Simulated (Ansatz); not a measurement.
PbS: band-structure calculation

The run: band-structure calculation of PbS (2 atoms in the cell). Method and program: DFT r2SCAN, scalar-relativistic, plane waves, PAW, no spin polarisation (Ansatz 0.2.0).

The structure derives from an entry of the Crystallography Open Database. Figures and captions count atoms from 1; the log counts them from 0 in places.

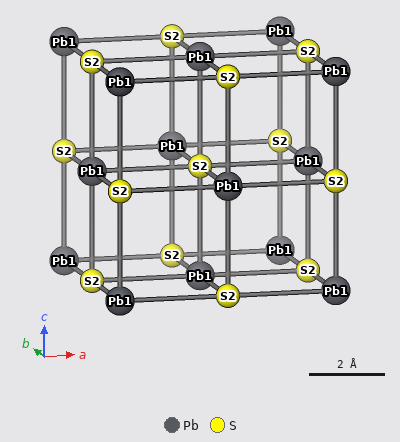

*The structure as given in the input (ball-and-stick view of the cell 4 times as large as that of the calculation, set on its symmetry axes, seen slightly off an axis; atoms are numbered from 1 in the order of the input). An atom can appear more than once, as a periodic image.*

Near neighbours in the periodic cell (some may lie outside the picture): Pb has 6 S at 2.99 Å; S has 6 Pb at 2.99 Å.

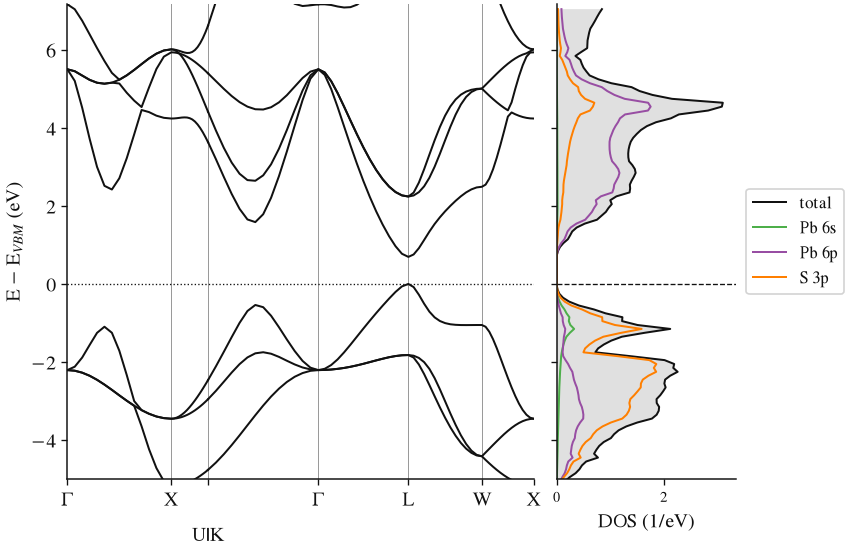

*Band structure along Γ–X–U|K–Γ–L–W–X and density of states (projected on Löwdin-orthogonalised atomic shells), with energies from the valence-band top.*

There is a gap of 0.69 eV on this path, direct, at L.

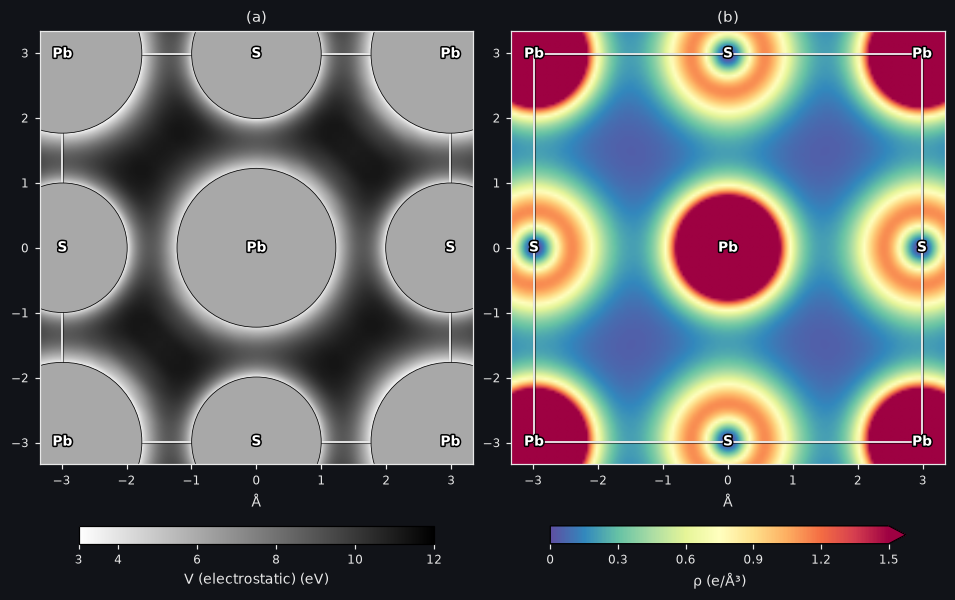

*(a) electrostatic potential energy of an electron; (b) valence charge density (pseudo) on the (100) plane of the conventional cell. Grey discs, where drawn, cover atomic cores.*

Atoms in the plane: Pb and S. Pb–S (2.99 Å): the density is about 0.21 e/Å³ at the midpoint. Away from the nuclei the density in this plane falls to 0.05 e/Å³ at its lowest. Outside the cores the potential energy rises away from the atoms and is highest about 1.7 Å from the nearest atoms; outside the discs it spans about 8 eV, and its zero is arbitrary. In a PAW calculation such maps are meaningful between the atoms, not at the nuclei.

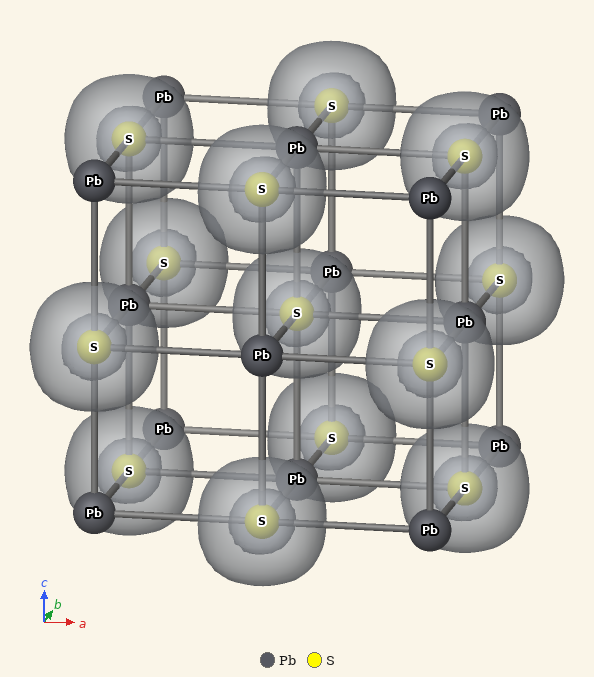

*Isosurface of the ELF at 0.75 (grey), seen slightly off an axis. Core shells and regions of very low density are left out. Sticks mark near contacts. The outline is the cell set on symmetry axes.*

Along the contacts the grid gives the following. Pb–S (2.99 Å): the ELF peaks at about 0.85 in the valence shell of S, 0.8 Å from its nucleus, and drops to about 0.20 between the two atoms.

The input that produced these results follows, with the program's output.

## The input
```yaml
crystal:
  lattice:
    - [0.0, 2.9876479805, 2.9876479805]
    - [2.9876479805, 0.0, 2.9876479805]
    - [2.9876479805, 2.9876479805, 0.0]
  atoms:
    - { symbol: Pb, position: [0.0, 0.0, 0.0] }
    - { symbol: S, position: [0.5, 0.5, 0.5] }
basis:
  ecutwfc: 500
kpoints:
  mp_grid: { grid: [8, 8, 8] }
  band_path:
    path:
      - [[0.0, 0.0, 0.0], [0.5, 0.0, 0.5], [0.625, 0.25, 0.625]]
      - [[0.375, 0.375, 0.75], [0.0, 0.0, 0.0], [0.5, 0.5, 0.5], [0.5, 0.25, 0.75], [0.5, 0.0, 0.5]]
    npoints: 14
hamiltonian:
  xc: r2scan
scf:
  occupations: { method: gaussian, width: 0.02 }
  n_extra_bands: 6
output:
  forces: true
  stress: true
  eigenvalues: true
  populations: true
  dos: { projected: true, de: 0.02, nscf_kmesh: { grid: [12, 12, 12] } }
  bader: true
  write_density: true
  write_potential: true
  elf: true
  volumetric_format: npy
```

Command:
```bash
ansatz run input.yaml --threads 1 --pin off --max-ram 2560MiB --backend cpu --events-out ev --progress --plain --runs-dir out
```

## Output
```
scf.n_extra_bands = 6 over 10 filled bands (N_el = 20.0): the run solves 16 bands
Engine: ansatz 0.2.0, aarch64-unknown-linux-gnu
Pseudopotentials: kind: paw
Pseudopotential: Pb, paw, valence charge 14, recommended cutoff 500 eV (meta_gga), Pb.paw.azcp
Pseudopotential: S, paw, valence charge 6, recommended cutoff 500 eV (meta_gga), S.paw.azcp
Functional definition: r2SCAN
  parameter k0 = 0.174
  parameter k1 = 0.065
  parameter a1 = 4.9479
  exchange = r2scan_x(k0 = k0, k1 = k1, a1 = a1)
  correlation = r2scan_c
Crystal: 2 atoms, lattice volume = 53.336 Å³
Basis set: ecut = 500 eV, 1363 PW (Γ), exchange–correlation on 128×128×128 points (64 copies of the dense FFT grid, shifted against one another)
Bands: 16, of which v1, the nominal top of the filled ones, is band 10 counted from 1 (9 counted from 0)
Symmetry: 48 space group operations
Space group: Fm-3m (ITA 225), of the structure as read, at distance tolerance 3.8e-5 Å
k-points: 29 of 512
Non-local potential: Pb, projectors of the file, l = 0: 2, l = 1: 2, l = 2: 2, l = 3: 2
Non-local potential: S, projectors of the file, l = 0: 2, l = 1: 2, l = 2: 2
PAW form: soft (Blöchl's): semilocal exchange-correlation on the pseudo side does not see the compensation charge
PAW frozen core: Pb, regenerated for the run's functional (the file was generated under x = pbe(κ = 0.804, μ = 0.2195149727645171), c = pbe(β = 0.06672455060314922))
PAW frozen core: S, regenerated for the run's functional (the file was generated under x = pbe(κ = 0.804, μ = 0.2195149727645171), c = pbe(β = 0.06672455060314922))
PAW one-centre angular grid: Pb, 590 points (default); XC on 160 Gauss nodes
PAW one-centre angular grid: S, 302 points (default); XC on 160 Gauss nodes
Initial density: superposition of atomic densities (neutral atoms: chi_scale 0, normalization atom), corrected by the library's trained network
Initial wavefunctions: pseudopotential atomic-orbital guess
Functional: x = r2scan, c = r2scan; τ floored in thin density (d = 2e-4 eV/Å³)
SCF iter   1: F=—  HF=-12827.997276 eV  |F-HF|=—  |Δ(HF+E_count)|=         —  Δρ=6.10e-3  dr2=1.38e-2  dr2_τ=2.98e-3  ethr=1.77e-3  ⟨swp⟩=6.9  Hψ=2847  notcnv=0
preconditioner: auto → none  [insulator: Δε(μ)=0.684 eV  Ē_g=18.123 eV  σ=0.020 eV  W_gap=1.00  n_scr=14 (ndim 8)  ℏωp=22.7 eV  f_vac=0.001  D(μ)=0.00/eV (n_scr^D=0)  ε∞_Penn≈2.6]
SCF iter   2: F=—  HF=-12828.002387 eV  |F-HF|=—  |Δ(HF+E_count)|=   5.11e-3  Δρ=2.08e-3  dr2=1.83e-3  dr2_τ=9.65e-5  ethr=6.92e-5  ⟨swp⟩=2.0  Hψ=1111  notcnv=0  defer=50
SCF iter   3: F=—  HF=-12828.002488 eV  |F-HF|=—  |Δ(HF+E_count)|=   1.01e-4  Δρ=7.36e-4  dr2=2.24e-4  dr2_τ=1.22e-5  ethr=9.16e-6  ⟨swp⟩=2.6  Hψ=654  notcnv=0  defer=50
SCF iter   4: F=—  HF=-12828.002475 eV  |F-HF|=—  |Δ(HF+E_count)|=   1.26e-5  Δρ=2.61e-4  dr2=5.86e-5  dr2_τ=5.32e-6  ethr=1.12e-6  ⟨swp⟩=2.6  Hψ=644  notcnv=0  defer=50
SCF iter   5: F=—  HF=-12828.002465 eV  |F-HF|=—  |Δ(HF+E_count)|=   1.04e-5  Δρ=5.87e-5  dr2=6.99e-7  dr2_τ=3.32e-8  ethr=2.93e-7  ⟨swp⟩=2.1  Hψ=517  notcnv=0  defer=50
SCF iter   6: F=-12828.002465 eV  HF=-12828.002466 eV  |F-HF|=4.31e-8  |Δ(HF+E_count)|=   5.58e-7  Δρ=8.90e-6  dr2=7.45e-8  dr2_τ=2.99e-9  ethr=5.00e-10  ⟨swp⟩=13.3  Hψ=3588  notcnv=0
SCF 1 converged in 6 iterations: F = -12828.002465 eV  dr2 = 7.45e-8
  greatest PAW one-centre occupation: 0.981 electrons in one spin orbital (limit 2), on the Pb atom at site 0 (counted from 0), in its partial waves of l = 2
NSCF: frozen V_eff on 86 k-points
NSCF: frozen V_eff on 72 k-points
SCF converged after 6 iterations
Free energy (F): -12828.002465 eV
Harris-Foulkes:  -12828.002466 eV  (|F-HF|=4.31e-8)
Internal energy: -12828.002465 eV  (E = F + TS)
E sigma→0 (E₀):  -12828.002465 eV
Fermi energy:    8.316280 eV
--- Per-component energies (eV) ---
  E_band       = -72.167998
  E_kinetic    = 392.362217
  E_local      = -1239.224276  (includes V_loc(G=0)·N_el)
  E_nonlocal   = 379.073392
  E_hartree    = 482.002221
  E_xc         = -300.603586
  E_vxc        = -239.975363  (∫ρ·V_xc dr)
  E_paw        = -11040.203939  (= ΣΔE_a)
  E_vpaw       = -343.303903  (= ΣTr[D̂ρ^β])
  E_aug_tail   = 0.000020  (compensation charges beyond the density's cutoff)
  E_vtau       = 14.897435  (kinetic-family band-sum trace: ∫τ·v_τ [+ j·A + Jᵃ·Aᵃ] dr)
  E_ewald      = -1502.264250
  E_core_change = 0.855736  (= ΣΔE_core)
  E_smearing   = -0.000000  (= −TS)
  E_closure    = 0.000000  (closes the sum)
  Σ components = -12828.002465   (vs F -12828.002465, Δ=0.00e0)
--- Forces (eV/Å), atoms counted from 1 ---
  atom   1  Pb    -0.00000000     0.00000000     0.00000000
  atom   2  S      0.00000000    -0.00000000    -0.00000000
  max |Σ_I F_I| component: 6.64e-30 eV/Å
--- Stress (GPa, compression-positive) ---
       -0.027270       0.000000       0.000000
       -0.000000      -0.027270      -0.000000
        0.000000       0.000000      -0.027270
  P = ⅓ Tr σ = -0.0273 GPa (-0.273 kbar)
--- Band table (eV; the first three rows and the last of 29) ---
  k-point 0: bands = ["-9.4837", "-9.4837", "-9.4837", "-9.4623", "-9.4623", "-6.0290", "1.8503", "5.7606", "5.7606", "5.7606", "13.4742", "13.4742", "13.4742", "15.1400", "15.1400", "15.1400"]
  k-point 1: bands = ["-9.4830", "-9.4806", "-9.4806", "-9.4638", "-9.4638", "-5.8980", "1.3819", "5.8029", "5.8029", "6.1215", "12.2602", "12.6934", "12.6934", "15.0679", "15.5103", "15.5103"]
  k-point 2: bands = ["-9.4836", "-9.4836", "-9.4817", "-9.4565", "-9.4565", "-5.5368", "0.3913", "5.9216", "5.9216", "6.8242", "10.6113", "11.4731", "11.4731", "15.2494", "16.3716", "16.3716"]
  k-point 28: bands = ["-9.5712", "-9.4685", "-9.4685", "-9.4622", "-9.4283", "-4.3758", "-0.0774", "3.5507", "3.5507", "6.9164", "10.4613", "12.9793", "12.9793", "16.5460", "16.5460", "20.4642"]
--- Löwdin populations: 2 sites ---
  site symbol       q [e]
     0     Pb     13.4220
     1      S      6.5176
  spilling = 0.003022 (of n_electrons = 20.000000)
--- Bader charges: 2 sites ---
  site symbol  charge [e]  shift [e]
     0     Pb      1.0647     0.0000
     1      S     -1.0647     0.0000
  estimated error of the sums over rays = 3.5e-4 e
```

## File bader_charges.tsv
```
# site	symbol	x_ang	y_ang	z_ang	partial_charge_e	electrons	volume_ang3	relative_density_drop	shared_charge_e	partial_wave_shift_e
# quadrature_error_electrons = 3.5e-4
0	Pb	0.0000	0.0000	0.0000	1.06468	80.93532	24.68	-	1.06468	0.00000
1	S	2.9876	2.9876	2.9876	-1.06468	17.06468	28.65	-	-1.06468	0.00000
```

## File populations.tsv
```
# site	symbol	l	j	q
# orbitals = lowdin
# n_electrons = 20.000000
# spilling = 0.003022
0	Pb	0_6S	-	1.947956
0	Pb	1_6P	-	1.476682
0	Pb	2_5D	-	9.997336
1	S	0_3S	-	1.783034
1	S	1_3P	-	4.734553
```

## Summary

| quantity | value |
| --- | --- |
| outcome | converged |
| space group (tolerance 0.01 Å) | Fm-3m (225) |
| electrons treated | 20 |
| free energy | −12828.0025 eV |
| Fermi energy | 8.316 eV |
| gap on the k-point mesh | 0.69 eV |
| gap on the band path | 0.69 eV |
| pressure | −0.03 GPa |
| largest force (length of the vector) | under 0.001 eV/Å |
| hardware | 1 thread of Arm Neoverse V2, 24 GiB of memory available, shared host |
| wall time | 16 s |
| peak memory | 0.45 GiB |

## Remarks

Spin–orbit coupling is left out, which matters for Pb.
